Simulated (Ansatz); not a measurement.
# Calculations on Ga

### Relaxation

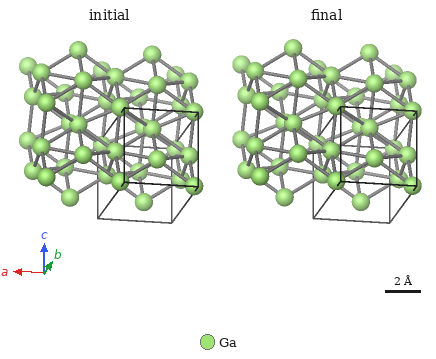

The structure of crystalline Ga (set up in Cmce) before (left) and after (right) a relaxation, at one scale.

The picture is a ball-and-stick view of the conventional cell (2 times the calculation's cell), repeated 2 × 1 × 2 with one cell outlined, seen from a free direction. Lengths and directions refer to the drawn axes.

Theory: Ansatz 0.2.0, DFT PBE, scalar-relativistic, plane waves, PAW. (plane-wave cutoff 420 eV; k-point mesh 12 × 12 × 10; occupations gaussian; smearing width 0.1 eV; no spin polarisation; cell and atoms relaxed; force threshold 0.005 eV/Å; at most 80 steps)

Question: Summarise the run.

Answer: The energy falls by 12.0 meV per atom in 4 accepted moves (6 points after the start). Largest force component: 0.023 eV/Å at the start, 0.0025 eV/Å at the end. Pressure: 3.24 GPa at the start and −0.01 GPa at the end. The line search rejected the trial step at point 4 of the run. The SCF was repeated once at an unchanged geometry on a basis and grid sized afresh for the cell, which shifted the energy by 0.3 meV per atom at most. The largest moves relative to the cell, 0.011 Å, are those of Ga atoms. The drawn cell changes as follows: a 4.432 → 4.573 Å (+3.2 %), b 7.598 → 7.741 Å (+1.9 %), c 4.556 → 4.589 Å (+0.7 %); the volume changes by +5.9 %. Among the contacts that change: Ga–Ga 2.680 → 2.755 Å, Ga–Ga 2.749 → 2.812 Å, Ga–Ga 2.488 → 2.535 Å, Ga–Ga 2.691 → 2.715 Å. The space group stays Cmce (No. 64). The run took 110 s on 4 threads of Intel(R) Xeon(R) Platinum 8259CL CPU @ 2.50GHz (Skylake/Cascade Lake), on a shared host, peak memory 0.81 GiB.

### Relaxation

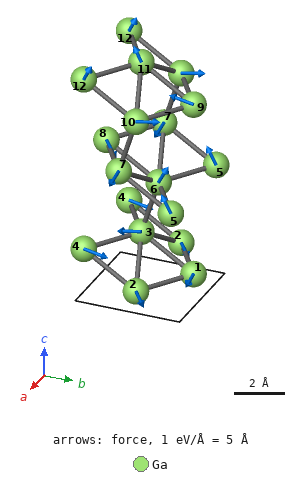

Starting geometry of a slab of composition Ga (cut from the Cmce phase) with the computed forces as blue arrows. Style: ball-and-stick. Shown: the cell of the calculation, outlined in the plane, without the vacuum, from a free direction.

Case: (0 1 0) slab, atoms relaxed. The slab is the (0 1 0) face of Ga.

Computed with Ansatz 0.2.0, DFT PBE, scalar-relativistic, plane waves, PAW. Set-up: plane-wave cutoff 420 eV; k-point mesh 8 × 8 × 1; occupations gaussian; smearing width 0.1 eV; no spin polarisation; dipole correction; atoms relaxed in a fixed cell; force threshold 0.02 eV/Å; at most 60 steps.

**Is this structure relaxed? If not, where do the atoms go?**

It isn't relaxed: the largest force vector, on Ga atoms, is 0.22 eV/Å. The final displacements follow the starting forces only in part (cosine between the two patterns 0.57). The largest moves relative to the layer's centre, 0.19 Å, are those of Ga1, Ga2, Ga11 and Ga12. Ga12 goes at 14° to the normal (+c side). The cell stays as it was. Among the contacts that change: Ga10–Ga11 2.812 → 2.900 Å, Ga10–Ga12 2.715 → 2.787 Å, Ga3–Ga4 2.755 → 2.691 Å, Ga3–Ga6 2.535 → 2.593 Å. Among the angles between lasting bonds that change: Ga3–Ga2–Ga3 108.8° → 104.1°, Ga4–Ga2–Ga4 115.4° → 111.5°, Ga1–Ga2–Ga1 112.2° → 115.3°. After 3 geometry steps the energy has fallen by 83.4 meV per cell of the calculation. The largest force component goes from 0.22 to 0.0079 eV/Å.

### A change

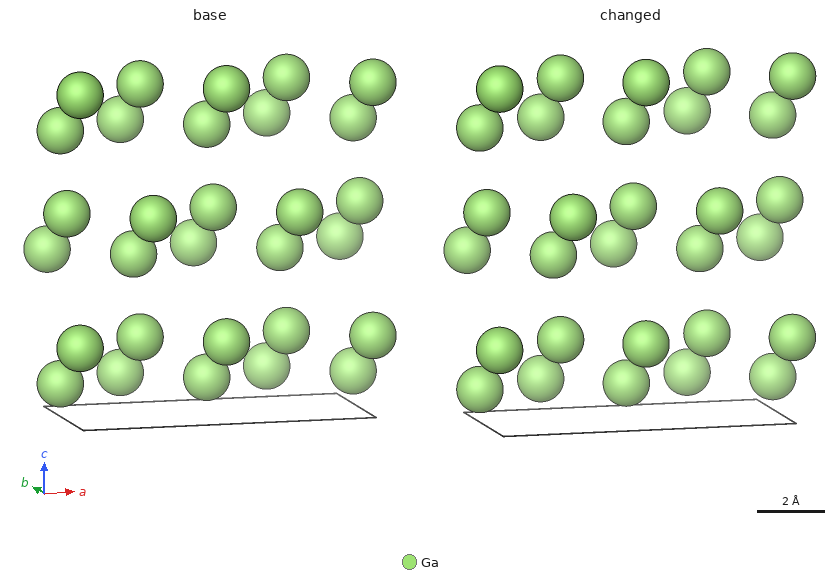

Left: a (0 1 0) slab of Ga as cut from the relaxed bulk. Right: the same structure after one change, at the same scale. A spheres-only model of the 2 × 1 repeat of the cell, outlined in the plane, without the vacuum, seen slightly off an axis.

Theory: DFT PBE, scalar-relativistic, plane waves, PAW (Ansatz). Set-up: plane-wave cutoff 420 eV; occupations gaussian; smearing width 0.1 eV; no spin polarisation. The k-mesh is chosen for each cell (8×8×9, 8×8×1).

The atoms of the slab are relaxed at the bulk's in-plane cell.

**How do the computed properties respond?**

The surface energy (mean of the two faces) falls from 0.84 to 0.81 J/m². The top spacing, between the Ga2 and Ga2 planes, goes from 1.45 to 1.56 Å (+7.7 %), the bottom one (Ga2 to Ga2) from 1.45 to 1.56 Å (+7.7 %). The cell doesn't change. The largest moves relative to the layer's centre, 0.19 Å, are those of Ga atoms. Among the bonded contacts that change: Ga–Ga 2.812 → 2.852 to 2.900 Å, Ga–Ga 2.715 → 2.751 to 2.787 Å, Ga–Ga 2.755 → 2.691 to 2.745 Å, Ga–Ga 2.535 → 2.593 Å.
